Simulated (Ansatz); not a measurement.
Run report: Zn15S17 (charge +1), geometry relaxation (part 1 of 6)

- system: Zn15S17 (defect cell, 32 atoms in the cell, total charge +1)
- method: DFT PBE, scalar-relativistic, plane waves, PAW, spin-polarised (Ansatz 0.2.0)

The structure derives from a Materials Project entry. It belongs to a series of runs on one base structure; here: S on a Zn site (a), charge +1, atoms relaxed at the host's cell.

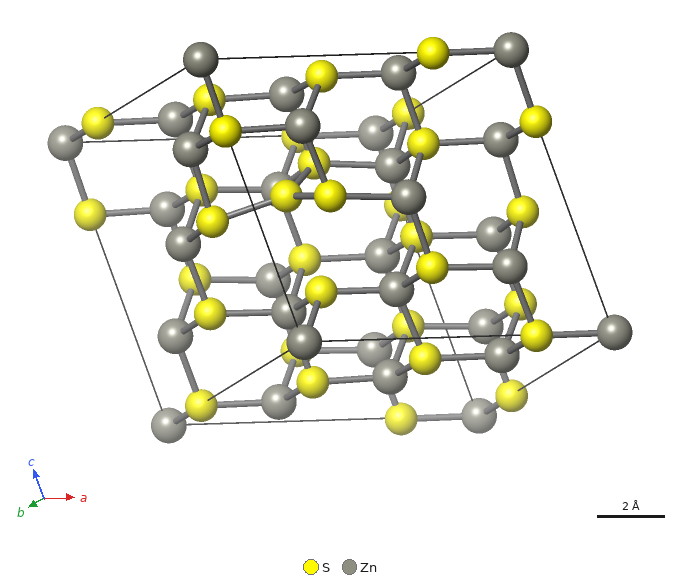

The starting structure (ball-and-stick view of the cell of the calculation, seen at an oblique angle). An atom can appear more than once, as a periodic image. Near neighbours in the periodic cell (some may lie outside the picture): S has 3 S at 2.32 to 2.36 Å; Zn has 4 S at 2.26 to 2.42 Å; S has 1 S at 2.32 to 2.36 Å and 3 Zn at 2.35 to 2.42 Å; S has 4 Zn at 2.33 to 2.38 Å; S has 3 Zn at 2.26 to 2.29 Å.

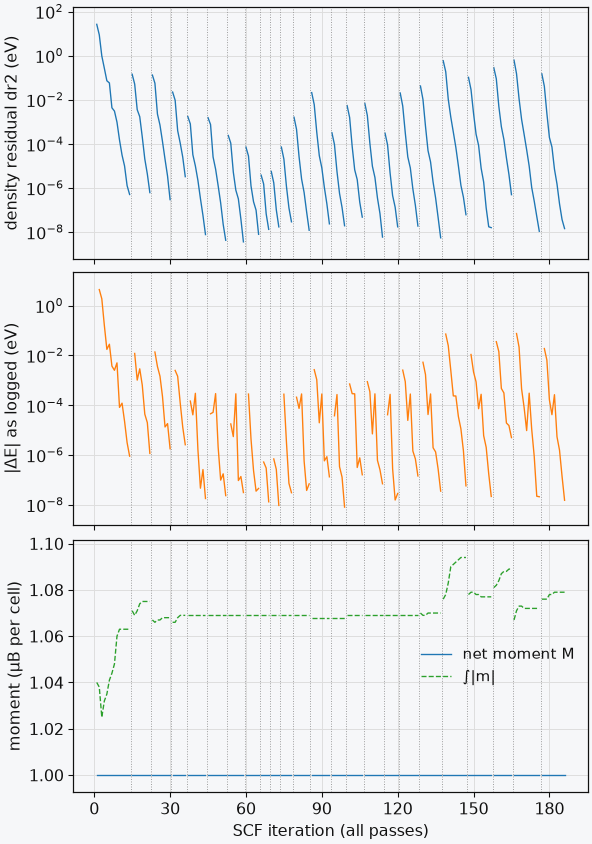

Convergence of the self-consistent field: density residual dr2, size of the energy change and magnetic moment against the SCF iteration. The dotted lines part the SCF passes of the relaxation: geometry steps, rejected trials and re-solves on a re-selected basis. The 24 passes take 4 to 14 iterations each, 186 in all. The net moment stays at 1.0 μB per cell.

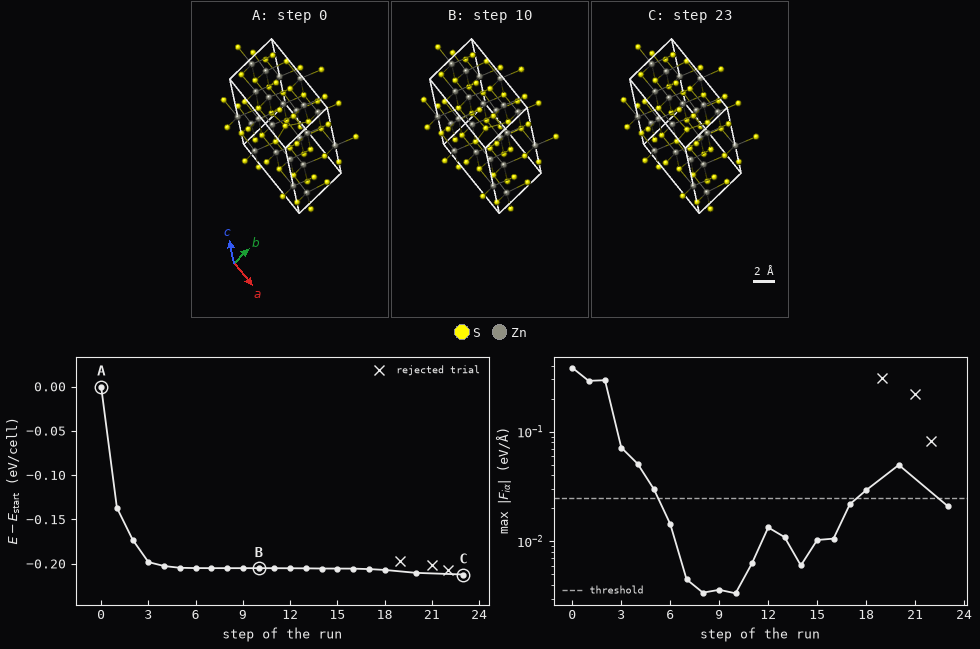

Frames of the relaxation (ball-and-stick view of the cell of the calculation (origin shifted), with bonded neighbours outside it, seen at an oblique angle) above the curves, on which the letters mark them (the first geometry is step 0 here and step 1 in the log).

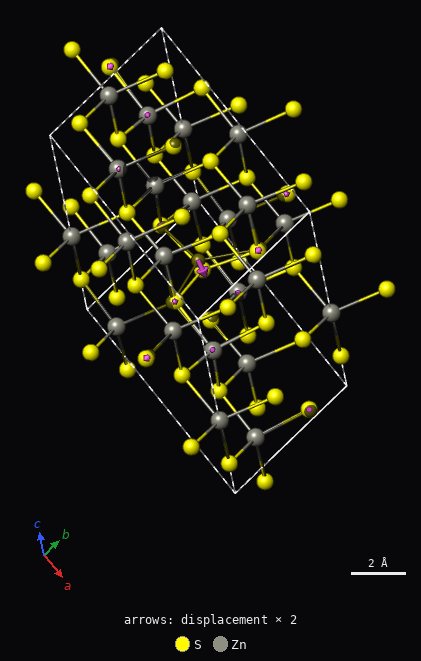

Start (faint) and end (solid) with the displacements as pink arrows, magnified 2 times (ball-and-stick view of the cell of the calculation (origin shifted), with bonded neighbours outside it, seen at an oblique angle). Over 23 geometry steps the energy falls by 0.212 eV per cell of the calculation. Largest force component: 0.38 eV/Å at the start, 0.021 eV/Å at the end. The line search rejected the trial steps at points 19, 21, 22 (counted from 0) and went back. The atom that moves furthest is S1 (0.41 Å). By element the largest moves are S 0.41 Å, Zn 0.09 Å. The cell stays as it was. Among the contacts that change: S1–S20 2.359 → 2.639 Å, S1–S30 2.355 → 2.204 Å, Zn14–S30 2.397 → 2.534 Å, Zn10–S17 2.420 → 2.541 Å. Among the angles that change: S1–S30–Zn8 89.1° → 101.4°, S1–S17–Zn16 90.1° → 101.5°, S1–S20–Zn6 88.7° → 93.5°. (Atoms are counted from 1 in the order of the input.)

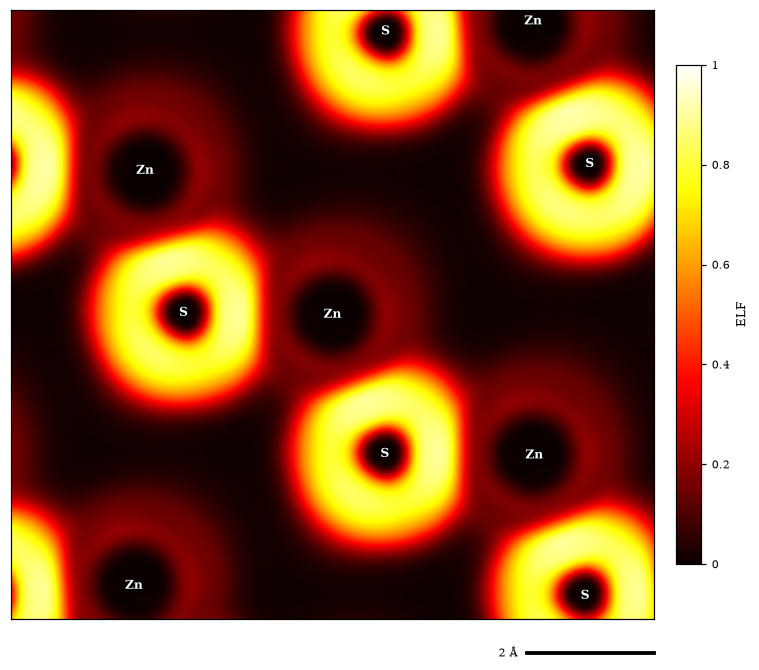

ELF on the (010) plane of the calculation cell. The section cuts through Zn and S sites. Zn–S (2.33 Å): the ELF is about 0.55 at the midpoint. Zn–S (2.35 Å): the ELF is about 0.55 at the midpoint. Zn–S (2.42 Å): the ELF is about 0.55 at the midpoint. The fields are those of the smooth PAW valence density.

The input and output of the run follow.

### Input
```yaml
crystal:
  lattice:
    - [5.4423087484, -5.4423087484, 5.4423087484]
    - [-5.4423087484, 5.4423087484, 5.4423087484]
    - [-5.4423087484, -5.4423087484, -5.4423087484]
  atoms:
    - { symbol: S, position: [0.2497073635, 0.2500514, 0.5815444207], spin: 0.2 }
    - { symbol: Zn, position: [0.4915718704, 0.250341082, 0.2426296089] }
    - { symbol: Zn, position: [0.7506120787, 0.250339962, 0.0003035727] }
    - { symbol: Zn, position: [0.0002704459, 0.5054239897, 0.4953173849] }
    - { symbol: Zn, position: [0.250018395, 0.4918334642, 0.2425804396] }
    - { symbol: Zn, position: [0.9985142239, 0.2501971378, 0.7549888423] }
    - { symbol: Zn, position: [0.7495277403, 0.7498476052, 0.4998626797] }
    - { symbol: Zn, position: [0.5018251755, 0.5019086314, 0.0069507498] }
    - { symbol: Zn, position: [0.7553387966, 0.4998658629, 0.745131087] }
    - { symbol: Zn, position: [-0.0054545972, 0.7454724014, 0.2400898395] }
    - { symbol: Zn, position: [0.5057591674, 0.0009358214, 0.495541743] }
    - { symbol: Zn, position: [0.2500090317, 0.7506159252, 5.50332e-05] }
    - { symbol: Zn, position: [0.7446485655, -0.0053408751, 0.2398047161] }
    - { symbol: Zn, position: [0.499596858, 0.7551171184, 0.7450362582] }
    - { symbol: Zn, position: [0.0085263659, 0.0087170211, 0.0011436895] }
    - { symbol: Zn, position: [0.2501251816, -0.0015498825, 0.7551934935] }
    - { symbol: S, position: [0.2528216354, -0.0091381039, 0.5049254439], spin: 0.2 }
    - { symbol: S, position: [0.500361666, 0.0022609179, 0.2465069532] }
    - { symbol: S, position: [0.7514594675, -0.0003849718, -0.0039802297] }
    - { symbol: S, position: [-0.0168079838, 0.2475557923, 0.4993612381], spin: 0.2 }
    - { symbol: S, position: [0.2495737997, 0.2518556592, 0.2423989933], spin: 0.2 }
    - { symbol: S, position: [-0.0018371431, -0.0017645014, 0.7448220314] }
    - { symbol: S, position: [0.748518777, 0.4982265581, 0.4946092059] }
    - { symbol: S, position: [0.5020128564, 0.2501680435, -0.0032946334] }
    - { symbol: S, position: [0.7477274667, 0.2503347938, 0.7497326485] }
    - { symbol: S, position: [0.0021644887, 0.5010841601, 0.2467327837] }
    - { symbol: S, position: [0.497884, 0.7488611621, 0.4946126037] }
    - { symbol: S, position: [0.2500770025, 0.5022079859, -0.0032916962] }
    - { symbol: S, position: [0.7525369191, 0.7528358324, 0.2522644134] }
    - { symbol: S, position: [0.5156278039, 0.5138758686, 0.7661979128], spin: 0.2 }
    - { symbol: S, position: [-0.0003932708, 0.7518312661, -0.0038165715] }
    - { symbol: S, position: [0.2499685225, 0.7475436401, 0.749458669] }
  host:
    lattice:
      - [0.0, 2.7211543742, 2.7211543742]
      - [2.7211543742, 0.0, 2.7211543742]
      - [2.7211543742, 2.7211543742, 0.0]
    atoms:
      - { symbol: Zn, position: [0.0, 0.0, 0.0] }
      - { symbol: S, position: [0.25, 0.25, 0.25] }
total_charge: 1
basis:
  ecutwfc: 420
  xc_grid: 2
kpoints:
  mp_grid: { grid: [2, 2, 2], shift: [0.5, 0.5, 0.5] }
hamiltonian:
  xc: pbe
scf:
  occupations: { method: gaussian, width: 0.01 }
output:
  forces: true
  stress: false
  eigenvalues: true
  populations: true
  charged_corrections:
    defect_position: [0.25, 0.25, 0.5]
    epsilon: [[9.3732, 0.0, 0.0], [0.0, 9.3732, 0.0], [0.0, 0.0, 9.3732]]
  write_density: true
  write_potential: true
  elf: true
  volumetric_format: npy
magnetization:
  spin_polarized: true
relax:
  adjacent_minimum: "off"
  f_tol: 0.025
  max_steps: 45
```

Command:
```bash
ansatz run input.yaml --threads 4 --pin off --max-ram 10240MiB --backend cpu --events-out ev --progress --plain --runs-dir out
```

### The program's output
```
Engine: ansatz 0.2.0, x86_64-unknown-linux-gnu
Pseudopotentials: kind: paw
Pseudopotential: S, paw, valence charge 6, recommended cutoff 420 eV (normal), S.paw.azcp
Pseudopotential: Zn, paw, valence charge 12, recommended cutoff 420 eV (normal), Zn.paw.azcp
Functional definition: PBE
  parameter kappa = 0.804
  parameter beta = 0.06672455060314922
  exchange = pbe_x(kappa = kappa, mu = beta*pi^2/3)
  correlation = pbe_c(beta = beta)
Crystal: 32 atoms, lattice volume = 644.777 Å³
Basis set: ecut = 420 eV, 12623 PW (Γ), exchange–correlation on 128×128×128 points (8 copies of the dense FFT grid, shifted against one another)
Bands: 173, of which v1, the nominal top of the filled ones, is band 141 counted from 1 (140 counted from 0)
Symmetry: 1 space group operations
Space group: P1 (ITA 1), of the structure as read, at distance tolerance 8.6e-5 Å
Magnetic group: BNS 1.1 (UNI 1), of the structure as read, at distance tolerance 8.6e-5 Å
k-points: 4 of 8 (time reversal used)
Non-local potential: S, projectors of the file, l = 0: 2, l = 1: 2, l = 2: 2
Non-local potential: Zn, projectors of the file, l = 0: 2, l = 1: 2, l = 2: 3, l = 3: 1
PAW form: soft (Blöchl's): semilocal exchange-correlation on the pseudo side does not see the compensation charge
PAW one-centre angular grid: S, 110 points (default); XC on 64 Gauss nodes
PAW one-centre angular grid: Zn, 590 points (default); XC on 64 Gauss nodes
Initial density: superposition of atomic densities (chi_scale 0.1, normalization cell, long waves kept (reshape's long-wave potential 0.25 eV rms))
Starting moments: Σ|m| = 1 μB on 5 of 32 sites
Initial wavefunctions: pseudopotential atomic-orbital guess
Functional: x = pbe(κ = 0.804, μ = 0.2195149727645171), c = pbe(β = 0.06672455060314922)
SCF iter   1: F=—  HF=-65154.963881 eV  |F-HF|=—  |Δ(HF+E_count)|=         —  Δρ=2.89e-2 (↑2.77e-2 ↓2.89e-2)  dr2=2.63e1  dr2_m=1.24e-1  M=1.000 μB ∫|m|=1.040 μB  β_m=0.30  ethr=3.10e-3  ⟨swp⟩=6.0  Hψ=5702  notcnv=0  defer=75
preconditioner: auto → Resta (q_TF=auto, 2.376 Å⁻¹)  ε∞=5.8  [insulator: Δε(μ)=0.102 eV  Ē_g=11.197 eV  σ=0.010 eV  W_gap=1.00  n_scr=140 (ndim 8)  ℏωp=24.5 eV  f_vac=0.002  D(μ)=0.00/eV (n_scr^D=0)  ε∞_Penn≈5.8]
spin=Collinear: Resta preconditioning applied to the charge; magnetization (m = ρ↑ − ρ↓) channel mixes plain (no charge-response kernel on spin).
SCF iter   2: F=—  HF=-65150.557568 eV  |F-HF|=—  |Δ(HF+E_count)|=    4.41e0  Δρ=1.56e-2 (↑1.54e-2 ↓1.56e-2)  dr2=8.80e0  dr2_m=4.49e-2  M=1.000 μB ∫|m|=1.038 μB  β_m=0.30  ethr=3.10e-3  ⟨swp⟩=3.0  Hψ=2605  notcnv=0  defer=223
SCF iter   3: F=—  HF=-65148.676948 eV  |F-HF|=—  |Δ(HF+E_count)|=    1.88e0  Δρ=6.42e-3 (↑5.84e-3 ↓6.42e-3)  dr2=9.67e-1  dr2_m=1.91e-2  M=1.000 μB ∫|m|=1.025 μB  β_m=0.30  ethr=3.10e-3  ⟨swp⟩=3.9  Hψ=2653  notcnv=0  defer=223
SCF iter   4: F=—  HF=-65148.514464 eV  |F-HF|=—  |Δ(HF+E_count)|=   1.62e-1  Δρ=3.37e-3 (↑3.21e-3 ↓3.37e-3)  dr2=2.69e-1  dr2_m=1.16e-2  M=1.000 μB ∫|m|=1.032 μB  β_m=0.30  ethr=3.44e-4  ⟨swp⟩=2.0  Hψ=2753  notcnv=0  defer=223
SCF iter   5: F=—  HF=-65148.531991 eV  |F-HF|=—  |Δ(HF+E_count)|=   1.75e-2  Δρ=2.39e-3 (↑1.92e-3 ↓2.39e-3)  dr2=7.26e-2  dr2_m=6.89e-3  M=1.000 μB ∫|m|=1.035 μB  β_m=0.30  ethr=9.56e-5  ⟨swp⟩=2.1  Hψ=2243  notcnv=0  defer=223
SCF iter   6: F=—  HF=-65148.560178 eV  |F-HF|=—  |Δ(HF+E_count)|=   2.82e-2  Δρ=1.21e-3 (↑1.11e-3 ↓1.21e-3)  dr2=5.78e-2  dr2_m=2.83e-3  M=1.000 μB ∫|m|=1.041 μB  β_m=0.30  ethr=2.58e-5  ⟨swp⟩=3.5  Hψ=2818  notcnv=0  defer=216
SCF iter   7: F=—  HF=-65148.556458 eV  |F-HF|=—  |Δ(HF+E_count)|=   3.72e-3  Δρ=8.90e-4 (↑7.34e-4 ↓8.90e-4)  dr2=4.32e-3  dr2_m=2.64e-3  M=1.000 μB ∫|m|=1.044 μB  β_m=0.30  ethr=2.06e-5  ⟨swp⟩=3.0  Hψ=1706  notcnv=0  defer=216
Mixer restart at iter 7: flushing history
spin-set hold released at iteration 7 (site moments contracting): the magnetisation degrees of freedom join the quasi-Newton model from the next iteration; the mixer history was flushed
SCF iter   8: F=—  HF=-65148.558989 eV  |F-HF|=—  |Δ(HF+E_count)|=   2.53e-3  Δρ=7.10e-4 (↑5.70e-4 ↓7.10e-4)  dr2=3.07e-3  dr2_m=1.61e-3  M=1.000 μB ∫|m|=1.048 μB  β_m=0.65  ethr=1.54e-6  ⟨swp⟩=2.0  Hψ=2249  notcnv=0  defer=216
SCF iter   9: F=—  HF=-65148.564023 eV  |F-HF|=—  |Δ(HF+E_count)|=   5.03e-3  Δρ=2.39e-4 (↑2.32e-4 ↓2.39e-4)  dr2=9.65e-4  dr2_m=4.93e-5  M=1.000 μB ∫|m|=1.060 μB  β_m=0.58  ethr=1.09e-6  ⟨swp⟩=2.1  Hψ=2337  notcnv=0  defer=216
SCF iter  10: F=—  HF=-65148.564105 eV  |F-HF|=—  |Δ(HF+E_count)|=   8.20e-5  Δρ=6.26e-5 (↑6.26e-5 ↓6.15e-5)  dr2=1.50e-4  dr2_m=3.89e-6  M=1.000 μB ∫|m|=1.063 μB  β_m=0.79  ethr=3.43e-7  ⟨swp⟩=2.0  Hψ=2224  notcnv=0  defer=216
SCF iter  11: F=—  HF=-65148.564227 eV  |F-HF|=—  |Δ(HF+E_count)|=   1.21e-4  Δρ=2.70e-5 (↑2.07e-5 ↓2.70e-5)  dr2=3.11e-5  dr2_m=4.19e-7  M=1.000 μB ∫|m|=1.063 μB  β_m=0.83  ethr=5.34e-8  ⟨swp⟩=2.0  Hψ=2320  notcnv=0  defer=216
SCF iter  12: F=—  HF=-65148.564249 eV  |F-HF|=—  |Δ(HF+E_count)|=   2.25e-5  Δρ=2.35e-5 (↑1.27e-5 ↓2.35e-5)  dr2=9.90e-6  dr2_m=7.20e-7  M=1.000 μB ∫|m|=1.063 μB  β_m=0.91  ethr=5.56e-9  ⟨swp⟩=18.9  Hψ=15346  notcnv=0
SCF iter  13: F=—  HF=-65148.564252 eV  |F-HF|=—  |Δ(HF+E_count)|=   3.15e-6  Δρ=7.85e-6 (↑5.10e-6 ↓7.85e-6)  dr2=1.28e-6  dr2_m=6.92e-8  M=1.000 μB ∫|m|=1.063 μB  β_m=0.96  ethr=3.52e-9  ⟨swp⟩=9.5  Hψ=10436  notcnv=0
SCF iter  14: F=-65148.564252 eV  HF=-65148.564253 eV  |F-HF|=9.90e-7  |Δ(HF+E_count)|=   9.01e-7  Δρ=5.75e-6 (↑5.63e-6 ↓5.75e-6)  dr2=5.07e-7  dr2_m=8.85e-10  M=1.000 μB ∫|m|=1.063 μB  ethr=4.55e-10  ⟨swp⟩=9.4  Hψ=10203  notcnv=0
SCF 1 converged in 14 iterations: F = -65148.564252 eV  dr2 = 5.07e-7
  greatest PAW one-centre occupation: 0.984 electrons in one spin orbital (limit 2), on the Zn atom at site 5 (counted from 0), in its partial waves of l = 2
relax step   1: F+E_penalty+E_count = -65148.56425215 eV  Δ(F+E_penalty+E_count) = +0.000e0 eV  max|allowed force component| = 3.838e-1 eV/Å  Δτ_max = 0.0000 Å  (14 SCF iters, dr2 threshold 1.56e-5 eV, accepted)
Initial density: handed on by an earlier stage of this run
Starting moments: Σ|m| = 1 μB on 5 of 32 sites; this step starts from the density that it was given
Initial wavefunctions: those handed on with the density
iter 1 solved again at ethr=5.21e-5 eV; its pass at ethr=3.10e-3 eV (dr2=1.46e-1 eV) is discarded
```
